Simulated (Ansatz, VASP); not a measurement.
# GaP in two plane-wave programs

One calculation is typed for both programs; each brings its own data sets and cutoff. How far apart do they land? The cell comes out of the VASP series on this material, whose earlier steps may have relaxed, scaled or displaced it; both programs get it as it stands.

Method: plane waves, with VASP 6.6.1 beside it; relaxation of cell and atoms at LDA, in Ansatz 0.2.0.

**1. Starting point**

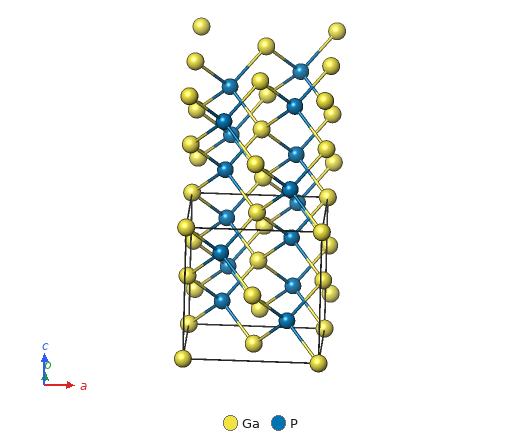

Start, viewed slightly off an axis; gallium yellow, phosphorus blue. 1×2×2 cells are drawn. This picture shows the conventional cell, with its axes. Bonds to atoms that aren't drawn are left out. Some periodic images of atoms are drawn too.

Structure file:

```xyz
2
Lattice="0.0000 2.6961 2.6961 2.6961 0.0000 2.6961 2.6961 2.6961 0.0000" Properties=species:S:1:pos:R:3 pbc="T T T"
Ga    0.0000    0.0000    0.0000
P     1.3481    1.3481    1.3481
```

**2. VASP: relaxation of cell and atoms, LDA**

The relaxed volume is the usual yardstick between codes: its relative difference is about their pressure difference at one cell divided by the bulk modulus.

Lines of VASP's logs that name or quote its potential files are left out, and so is its time.

INCAR reads:

```
SYSTEM = GaP
PREC = Accurate
ENCUT = 450
EDIFF = 1E-07
NELM = 120
ISMEAR = 0
SIGMA = 0.02
LREAL = .FALSE.
ALGO = Normal
GGA = CA
NBANDS = 15
LORBIT = 11
LWAVE = .FALSE.
LCHARG = .FALSE.
KPAR = 8
IBRION = 2
NSW = 40
ISIF = 3
EDIFFG = -0.005
POTIM = 0.4
```

POSCAR reads:

```
GaP
1.0
    0.0000000000      2.6961436787      2.6961436787
    2.6961436787      0.0000000000      2.6961436787
    2.6961436787      2.6961436787      0.0000000000
Ga P
1 1
Direct
    0.0000000000      0.0000000000      0.0000000000
    0.2500000000      0.2500000000      0.2500000000
```

KPOINTS reads:

```
Automatic mesh
0
Gamma
10 10 10
0 0 0
```

The projector-augmented-wave data sets are Ga_d and P (LDA family, release 64).

Command:

```
$ mpirun -np 8 vasp_std
```

Numbers of over 12 decimals in the logs are rounded to 6 here.

The program printed:

```text
[banner, memory and clock lines left out]
running    8 mpi-ranks, on    1 nodes
 distrk:  each k-point on    1 cores,    8 groups
 distr:  one band on    1 cores,    1 groups

 POSCAR found type information on POSCAR GaP
 POSCAR found :  2 types and       2 ions
|                                                                             |
|           W    W    AA    RRRRR   N    N  II  N    N   GGGG   !!!           |
|           W    W   A  A   R    R  NN   N  II  NN   N  G    G  !!!           |
|           W    W  A    A  R    R  N N  N  II  N N  N  G       !!!           |
|           W WW W  AAAAAA  RRRRR   N  N N  II  N  N N  G  GGG   !            |
|           WW  WW  A    A  R   R   N   NN  II  N   NN  G    G                |
|           W    W  A    A  R    R  N    N  II  N    N   GGGG   !!!           |
|                                                                             |
|     For optimal performance we recommend to set                             |
|       NCORE = 2 up to number-of-cores-per-socket                            |
|     NCORE specifies how many cores store one orbital (NPAR=cpu/NCORE).      |
|     This setting can greatly improve the performance of VASP for DFT.       |
|     The default, NCORE=1 might be grossly inefficient on modern             |
|     multi-core architectures or massively parallel machines. Do your        |
|     Unfortunately you need to use the default for GW and RPA                |
|     calculations (for HF NCORE is supported but not extensively tested      |
|     yet).                                                                   |
|                                                                             |

 LDA part: xc-table for (Slater(with rela. corr.)+CA(PZ))
 , standard interpolation
 POSCAR, INCAR and KPOINTS ok, starting setup
 FFT: planning ... GRIDC
 FFT: planning ... GRID_SOFT
 FFT: planning ... GRID
 WAVECAR not read
 entering main loop
       N       E                     dE             d eps       ncg     rms          rms(c)
DAV:   1     0.786215732517E+02    0.78622E+02   -0.84974E+03  1418   0.160E+03
DAV:   2    -0.460074856440E+01   -0.83222E+02   -0.79840E+02  1592   0.311E+02
DAV:   3    -0.106835579556E+02   -0.60828E+01   -0.60583E+01  1809   0.682E+01
DAV:   4    -0.107835863164E+02   -0.10003E+00   -0.10000E+00  1678   0.948E+00
DAV:   5    -0.107857670216E+02   -0.21807E-02   -0.21805E-02  1881   0.124E+00    0.449E+00
DAV:   6    -0.105077709253E+02    0.27800E+00   -0.38665E-01  2170   0.113E+01    0.290E+00
DAV:   7    -0.104573047016E+02    0.50466E-01   -0.93457E-02  1823   0.224E+00    0.107E+00
DAV:   8    -0.104526791612E+02    0.46255E-02   -0.12302E-02  1803   0.129E+00    0.210E-01
DAV:   9    -0.104526412634E+02    0.37898E-04   -0.10431E-03  2072   0.422E-01    0.631E-02
DAV:  10    -0.104526386225E+02    0.26409E-05   -0.52882E-05  2168   0.897E-02    0.248E-02
DAV:  11    -0.104526447172E+02   -0.60947E-05   -0.89449E-06  1772   0.444E-02    0.752E-03
DAV:  12    -0.104526445111E+02    0.20613E-06   -0.51933E-07  1747   0.794E-03    0.506E-03
DAV:  13    -0.104526444864E+02    0.24750E-07   -0.21150E-07  1633   0.470E-03
   1 F= -.10452644E+02 E0= -.10452644E+02  d E =-.104526E+02
 curvature:   0.00 expect dE= 0.000E+00 dE for cont linesearch  0.000E+00
 trial: gam= 0.00000 g(F)=  0.348E-46 g(S)=  0.108E-06 ort = 0.000E+00 (trialstep = 0.100E+01)
 search vector abs. value=  0.108E-06
 reached required accuracy - stopping structural energy minimisation
```

Parts of OUTCAR (step 2):

```text
ion  position               nearest neighbor table
   1  0.000  0.000  0.000-   2 2.33   2 2.33   2 2.33   2 2.33
   2  0.250  0.250  0.250-   1 2.33   1 2.33   1 2.33   1 2.33

  LATTYP: Found a face centered cubic cell.
 ALAT       =     5.3922873574

 Subroutine GETGRP returns: Found 24 space group operations
 (whereof 24 operations were pure point group operations)

The static configuration has the point symmetry T_d .

 Found     47 irreducible k-points:

   k-points           NKPTS =     47   k-points in BZ     NKDIM =     47   number of bands    NBANDS=     15

   dimension x,y,z NGX =    28 NGY =   28 NGZ =   28
   dimension x,y,z NGXF=    56 NGYF=   56 NGZF=   56

   ENCUT  =  450.0 eV  33.07 Ry    5.75 a.u.   6.60  6.60  6.60*2*pi/ulx,y,z

   NELECT =      18.0000    total number of electrons

 k-points in reciprocal lattice and weights: Automatic mesh
   0.00000000  0.00000000  0.00000000       0.001
   0.10000000  0.00000000  0.00000000       0.008
   0.20000000  0.00000000  0.00000000       0.008
   0.30000000  0.00000000  0.00000000       0.008
   0.40000000  0.00000000  0.00000000       0.008
   0.50000000  0.00000000  0.00000000       0.004
   0.10000000  0.10000000  0.00000000       0.006
   0.20000000  0.10000000  0.00000000       0.024
   0.30000000  0.10000000  0.00000000       0.024
[...]
-0.30000000  0.40000000  0.20000000       0.024
  -0.30000000  0.50000000  0.20000000       0.012

 average (electrostatic) potential at core
       1 -66.2669       2 -84.3155

 E-fermi :   4.9467

 k-point     1 :       0.0000    0.0000    0.0000
  band No.  band energies     occupation
    ...
      5      -9.8142      2.00000
      6      -7.9145      2.00000
      7       4.8415      2.00000
      8       4.8415      2.00000
      9       4.8415      2.00000
     10       6.7470      0.00000
     11       8.6259      0.00000
     12       8.6259      0.00000
     13       8.6259      0.00000
     14      13.4808      0.00000
    ...

 k-point     2 :       0.1000    0.0000    0.0000
  band No.  band energies     occupation
    ...
      5      -9.8143      2.00000
      6      -7.7789      2.00000
      7       3.6236      2.00000
      8       4.6757      2.00000
      9       4.6757      2.00000
     10       7.2841      0.00000
     11       8.8758      0.00000
     12       8.8758      0.00000
     13       8.9869      0.00000
     14      14.1652      0.00000
    ...

 k-point     3 :       0.2000    0.0000    0.0000
  band No.  band energies     occupation
    ...
      5      -9.8138      2.00000
      6      -7.3851      2.00000
      7       1.7544      2.00000
      8       4.3207      2.00000
      9       4.3207      2.00000
     10       7.1397      0.00000
     11       9.3525      0.00000
     12       9.3525      0.00000
     13      10.3834      0.00000
     14      13.7184      0.00000
    ...

  Total       -0.0013632     -0.0013632     -0.0013632      0.0000000     -0.0000000      0.0000000
  in kB       -0.0557208     -0.0557208     -0.0557208      0.0000000     -0.0000000      0.0000000
  external PRESSURE =      -0.0557208 kB  Pullay stress =       0.0000000 kB

  energy-cutoff  :      450.00
  volume of cell :       39.20
      direct lattice vectors                 reciprocal lattice vectors
     0.000000000  2.696143679  2.696143679    -0.185450057  0.185450057  0.185450057
     2.696143679  0.000000000  2.696143679     0.185450057 -0.185450057  0.185450057
     2.696143679  2.696143679  0.000000000     0.185450057  0.185450057 -0.185450057

 POSITION                                       TOTAL-FORCE (eV/Angst)
 -----------------------------------------------------------------------------------
      0.00000      0.00000      0.00000         0.000000      0.000000      0.000000
      1.34807      1.34807      1.34807        -0.000000     -0.000000     -0.000000
 -----------------------------------------------------------------------------------
    total drift:                                0.000000      0.000000      0.000000

  FREE ENERGIE OF THE ION-ELECTRON SYSTEM (eV)
  ---------------------------------------------------
  free  energy   TOTEN  =       -10.4526444864 eV

  energy  without entropy=      -10.4526444864  energy(sigma->0) =      -10.45264449

 reached required accuracy - stopping structural energy minimisation

 total charge
# of ion       s       p       d       tot
------------------------------------------
    1        0.878   0.895  10.018  11.790
    2        1.023   1.533   0.000   2.556
--------------------------------------------------
tot          1.901   2.428  10.018  14.347

[... 3 further parts left out ...]
```

CONTCAR:

```
GaP
   1.00000000000000
     0.0000000000000000    2.6961436786999999    2.6961436786999999
     2.6961436786999999    0.0000000000000000    2.6961436786999999
     2.6961436786999999    2.6961436786999999    0.0000000000000000
  Ga              P
     1     1
Direct
     0.0000000000000000    0.0000000000000000    0.0000000000000000
     0.2500000000000000    0.2500000000000000    0.2500000000000000
```

**3. Ansatz: relaxation of cell and atoms, LDA**

Ansatz runs on its default PAW (the set named soft_2) files.

The same cell, functional (in two slightly different forms), mesh and smearing now go to Ansatz, which takes its cutoff from its data sets.

input.yaml reads:

```yaml
crystal:
  lattice:
    - [0.0, 2.6961436787, 2.6961436787]
    - [2.6961436787, 0.0, 2.6961436787]
    - [2.6961436787, 2.6961436787, 0.0]
  atoms:
    - { symbol: Ga, position: [0.0, 0.0, 0.0] }
    - { symbol: P, position: [0.25, 0.25, 0.25] }
hamiltonian:
  xc: lda
  pseudopotentials: { kind: paw }
kpoints:
  mp_grid: { grid: [10, 10, 10] }
scf:
  occupations: { method: gaussian, width: 0.02 }
relax:
  f_tol: 0.01
  max_steps: 60
  cell: { stress_tol: 0.05 }
output:
  forces: true
  stress: true
  write_density: true
  write_potential: true
  elf: true
  volumetric_format: npy
```

Command:

```
$ ansatz run input.yaml --threads 4 --pin off --max-ram 9216MiB --backend cpu --events-out ev --progress --plain --runs-dir out
```

The program printed:

```text
Engine: ansatz 0.2.0, aarch64-unknown-linux-gnu
Pseudopotentials: kind: paw
Pseudopotential: Ga, paw, valence charge 13, recommended cutoff 420 eV (normal), Ga.paw.azcp
Pseudopotential: P, paw, valence charge 5, recommended cutoff 420 eV (normal), P.paw.azcp
Functional definition: SPW92
  exchange = slater_x
  correlation = pw_c
Crystal: 2 atoms, lattice volume = 39.198 Å³
Basis set: ecut = 420 eV, 749 PW (Γ)
Bands: 13, of which v1, the nominal top of the filled ones, is band 9 counted from 1 (8 counted from 0)
Symmetry: 24 space group operations
Space group: F-43m (ITA 216), of the structure as read, at distance tolerance 3.4e-5 Å
k-points: 47 of 1000 (time reversal used)
Non-local potential: Ga, projectors of the file, l = 0: 2, l = 1: 2, l = 2: 3, l = 3: 1
Non-local potential: P, projectors of the file, l = 0: 2, l = 1: 2, l = 2: 2
PAW form: soft (Blöchl's): semilocal exchange-correlation on the pseudo side does not see the compensation charge
PAW frozen core: Ga, regenerated for the run's functional, and the local potential with it (the file was generated under x = pbe(κ = 0.804, μ = 0.219515), c = pbe(β = 0.066725))
PAW frozen core: P, regenerated for the run's functional, and the local potential with it (the file was generated under x = pbe(κ = 0.804, μ = 0.219515), c = pbe(β = 0.066725))
PAW one-centre angular grid: Ga, 590 points (default); XC on 64 Gauss nodes
PAW one-centre angular grid: P, 110 points (default); XC on 64 Gauss nodes
Initial density: superposition of atomic densities (neutral atoms: chi_scale 0, normalization atom), corrected by the library's trained network
Initial wavefunctions: pseudopotential atomic-orbital guess
Functional: x = slater, c = lda
SCF iter   1: F=—  HF=-4433.774010 eV  |F-HF|=—  |Δ(HF+E_count)|=         —  Δρ=6.47e-3  dr2=1.61e-2  ethr=1.77e-3  ⟨swp⟩=6.4  Hψ=4172  notcnv=0
preconditioner: auto → none  [insulator: Δε(μ)=1.345 eV  Ē_g=15.642 eV  σ=0.020 eV  W_gap=1.00  n_scr=14 (ndim 8)  ℏωp=25.2 eV  f_vac=0.009  D(μ)=0.00/eV (n_scr^D=0)  ε∞_Penn≈3.6]
SCF iter   2: F=—  HF=-4433.768391 eV  |F-HF|=—  |Δ(HF+E_count)|=   5.62e-3  Δρ=3.06e-3  dr2=1.56e-3  ethr=8.96e-5  ⟨swp⟩=3.1  Hψ=1357  notcnv=0
SCF iter   3: F=—  HF=-4433.768003 eV  |F-HF|=—  |Δ(HF+E_count)|=   3.88e-4  Δρ=9.69e-4  dr2=2.69e-4  ethr=8.64e-6  ⟨swp⟩=2.0  Hψ=1219  notcnv=0
SCF iter   4: F=—  HF=-4433.767906 eV  |F-HF|=—  |Δ(HF+E_count)|=   9.73e-5  Δρ=3.76e-4  dr2=2.42e-5  ethr=1.49e-6  ⟨swp⟩=2.0  Hψ=1135  notcnv=0
SCF iter   5: F=—  HF=-4433.767901 eV  |F-HF|=—  |Δ(HF+E_count)|=   4.71e-6  Δρ=2.01e-5  dr2=9.75e-8  ethr=1.35e-7  ⟨swp⟩=3.0  Hψ=1129  notcnv=0
SCF iter   6: F=-4433.767901 eV  HF=-4433.767901 eV  |F-HF|=4.11e-9  |Δ(HF+E_count)|=   8.45e-9  Δρ=3.99e-6  dr2=4.26e-9  ethr=5.41e-10  ⟨swp⟩=7.6  Hψ=3905  notcnv=0
SCF 1 converged in 6 iterations: F = -4433.767901 eV  dr2 = 4.26e-9
  greatest PAW one-centre occupation: 0.994 electrons in one spin orbital (limit 2), on the Ga atom at site 0 (counted from 0), in its partial waves of l = 2
relax step   1: F+E_penalty+E_count = -4433.76790125 eV  Δ(F+E_penalty+E_count) = +0.000e0 eV  max|allowed force component| = 2.405e-16 eV/Å  Δτ_max = 0.0000 Å  P = -0.053 GPa  Ω = 39.198 Å³  (6 SCF iters, dr2 threshold 1.00e-7 eV, accepted)
[...]
relax step   2: F+E_penalty+E_count = -4433.76790938 eV  Δ(F+E_penalty+E_count) = -8.135e-6 eV  max|allowed force component| = 6.939e-17 eV/Å  Δτ_max = 0.0000 Å  P = -0.017 GPa  Ω = 39.182 Å³  energy of the carried Pulay correction = +4.726e-6 eV  (3 SCF iters, dr2 threshold 6.99e-9 eV, accepted)
[...]
relax step   3: F+E_penalty+E_count = -4433.76790939 eV  Δ(F+E_penalty+E_count) = -1.706e-9 eV  max|allowed force component| = 3.123e-17 eV/Å  Δτ_max = 0.0000 Å  P = -0.017 GPa  Ω = 39.182 Å³  stress off target by 1.68e-2 GPa  SCF on the basis re-selected at this cell (its energy is not comparable with the rows above)  (4 SCF iters)
basis re-selected at this cell: Δ(F+E_penalty+E_count) = -1.706e-9 eV, ΔP = -0.000 GPa vs the last step (what re-selecting the basis moved, of the pressure what is left beyond the Pulay correction that the steps carried, after the strain that the cell walked since its last selection, with what the two solves' SCF thresholds leave and, on support functions, any second-order correction that the steps lacked; it is no m [...]
SCF converged after 4 iterations
Free energy (F): -4433.767909 eV
Harris-Foulkes:  -4433.767909 eV  (|F-HF|=7.28e-12)
Internal energy: -4433.767909 eV  (E = F + TS)
E sigma→0 (E₀):  -4433.767909 eV
Fermi energy:    7.958059 eV
--- Per-component energies (eV) ---
  E_band       = -58.397078
  E_kinetic    = 187.677121
  E_local      = -2183.963112  (includes V_loc(G=0)·N_el)
  E_nonlocal   = 462.035333
  E_hartree    = 1009.051491
  E_xc         = -130.658576
  E_vxc        = -120.344776  (∫ρ·V_xc dr)
  E_paw        = -2452.762577  (= ΣΔE_a)
  E_vpaw       = -421.904650  (= ΣTr[D̂ρ^β])
  E_aug_tail   = -0.000127  (compensation charges beyond the density's cutoff)
  E_ewald      = -1326.993295
  E_core_change = 1.845831  (= ΣΔE_core)
  E_smearing   = -0.000000  (= −TS)
  E_closure    = 0.000000  (closes the sum)
  Σ components = -4433.767909   (vs F -4433.767909, Δ=0.00e0)
--- Forces (eV/Å), atoms counted from 1 ---
  atom   1  Ga     0.00000000     0.00000000    -0.00000000
  atom   2  P      0.00000000    -0.00000000     0.00000000
  max |Σ_I F_I| component: 2.78e-17 eV/Å
--- Stress (GPa, compression-positive) ---
       -0.016788      -0.000000       0.000000
        0.000000      -0.016788       0.000000
        0.000000       0.000000      -0.016788
  P = ⅓ Tr σ = -0.0168 GPa (-0.168 kbar)
--- Band table (eV; the first three rows and the last of 47) ---
  k-point 0: bands = [... 5 lower, -5.5105, 7.2584, 7.2584, 7.2584, 9.1385, 11.0364, 11.0364, 11.0364]
  k-point 1: bands = [... 5 lower, -5.3748, 6.0352, 7.0924, 7.0924, 9.6823, 11.2857, 11.2857, 11.3952]
  k-point 2: bands = [... 5 lower, -4.9809, 4.1640, 6.7370, 6.7370, 9.5417, 11.7613, 11.7613, 12.7887]
  k-point 46: bands = [... 5 lower, -2.2606, 0.4482, 3.5615, 3.6887, 11.2264, 11.4668, 14.0171, 14.0361]
--- Relaxed structure (2 steps of the walk, 2 accepted, 1 SCFs on fresh bases) ---
  F+E_penalty+E_count = -4433.76790939 eV   max|allowed force component| = 3.123e-17 eV/Å   (the final SCF, on the basis selected at the relaxed cell)
  cell:  # Å, volume = 39.1818 Å³
    - [0, 2.695783, 2.695783]
    - [2.695783, 0, 2.695783]
    - [2.695783, 2.695783, 0]
  atoms:
    - { symbol: Ga, position: [0, 0, 0] }
    - { symbol: P, position: [0.25, 0.25, 0.25] }
```

Wall time 2.4 s (4 threads of Arm Neoverse V1, shared host); peak memory 0.34 GiB; 8.3 s of CPU time.

**4. Side by side**

Known differences besides the PAW data sets themselves: the two LDA forms differ slightly; both relaxations stop at a tolerance, which leaves soft axes loose, and VASP keeps its plane-wave basis; the cutoff is 420 eV in Ansatz and 450 eV in VASP; Ansatz makes its cores anew for this functional, VASP keeps those of its LDA data sets; Ansatz adds a Pulay correction to the stress that steers its cell, VASP none. Total energies have different zeros and are not compared.

Both answers:

| quantity | Ansatz | VASP | difference |
| --- | --- | --- | --- |
| volume (Å³) | 39.18 | 39.20 | -0.04 % |
| edge a after relaxation, in the typed setting (Å) | 3.812 | 3.813 | -0.01 % |

The walks stopped with -0.02 GPa left in Ansatz and -0.01 GPa in VASP; each walk ends within a tolerance, so the volume difference is uncertain by about these residues over the bulk modulus, most in soft cells.

**5. Summary of results**

```
difference in volume (relaxation of cell and atoms, LDA) : -0.040 %
```

What this shows: The difference in volume is -0.040 % (relaxation of cell and atoms, LDA), within the 1.2 % picked in this series as the mark of a large difference, as far as the stopping tolerances let one tell. Differences of this kind measure data sets and numerical settings, not the functional's error against experiment.

[Lines on the potential files, build, host, timing and source positions are cut from VASP's logs without a mark.]

[Logs are printed without paths, hosts, clocks, repeated set-up lines and the standing remarks that a program may print on its own settings, such as how far it seeks lower states.]

[Hosts, paths, dates, database ids (printed as entryN), source tags and the programs' standing remarks are cut or masked in the printed files.]
